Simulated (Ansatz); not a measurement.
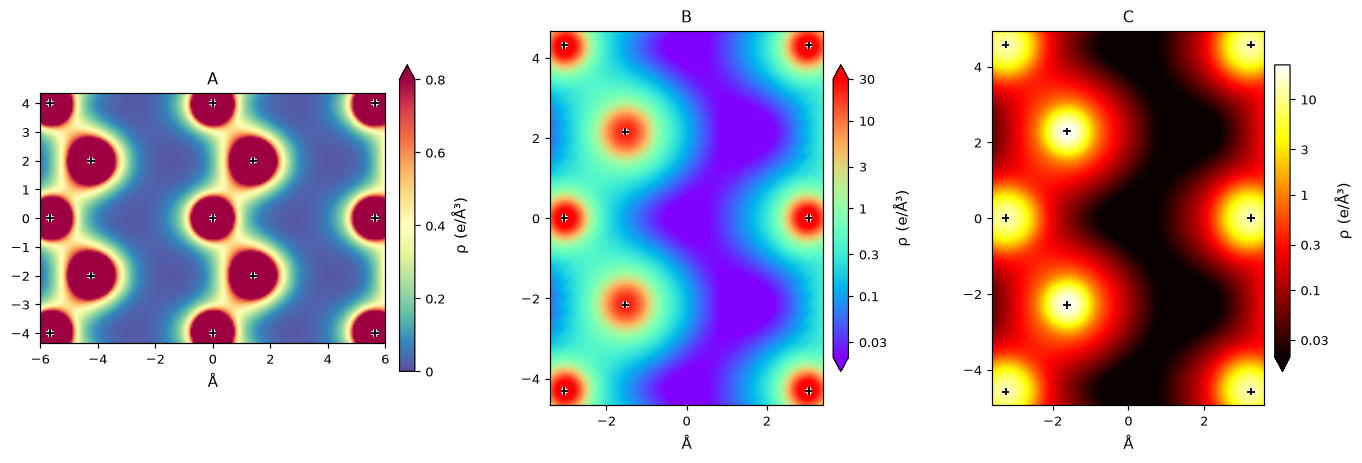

The valence charge density (pseudo) of 3 systems, each on a plane through atoms (crosses mark nuclei in the plane).

All numbers below come from Ansatz, DFT HSE06, spin-orbit coupling, plane waves, PAW.

System 1: GaSb, the (110) plane of the conventional cell. Space group F-43m; a generated structure, not necessarily the stable one.

```
Ga Sb
1.0
     6.09590    0.00000    0.00000
     0.00000    0.00000   -6.09590
     0.00000    6.09590    0.00000
Ga Sb
4 4
Direct
  0.50000 0.50000 0.00000
  0.00000 0.50000 0.50000
  0.00000 0.00000 0.00000
  0.50000 0.00000 0.50000
  0.25000 0.75000 0.25000
  0.75000 0.75000 0.75000
  0.75000 0.25000 0.25000
  0.25000 0.25000 0.75000
```

System 2: InSb, the (011) plane of the conventional cell. Space group F-43m; a generated structure, not necessarily the stable one.

System 3: GaAs, the (101) plane of the conventional cell. Space group F-43m; a generated structure, not necessarily the stable one.

```
Ga As
1.0
     5.65330    0.00000    0.00000
     0.00000    0.00000   -5.65330
     0.00000    5.65330    0.00000
Ga As
4 4
Direct
  0.50000 0.50000 0.00000
  0.00000 0.50000 0.50000
  0.00000 0.00000 0.00000
  0.50000 0.00000 0.50000
  0.25000 0.75000 0.25000
  0.75000 0.75000 0.75000
  0.75000 0.25000 0.25000
  0.25000 0.25000 0.75000
```

Question: Which map belongs to which system?

Answer: Panel A is system 3, GaAs: the plane holds Ga and As. Ga–As (2.45 Å): the density is about 0.51 e/Å³ at the midpoint. Panel B is system 1, GaSb: the plane holds Ga and Sb. Ga–Sb (2.64 Å): ρ at the midpoint is about 0.43 e/Å³. Panel C is system 2, InSb: the plane holds In and Sb. In–Sb (2.81 Å): the density is about 0.37 e/Å³ at the midpoint.
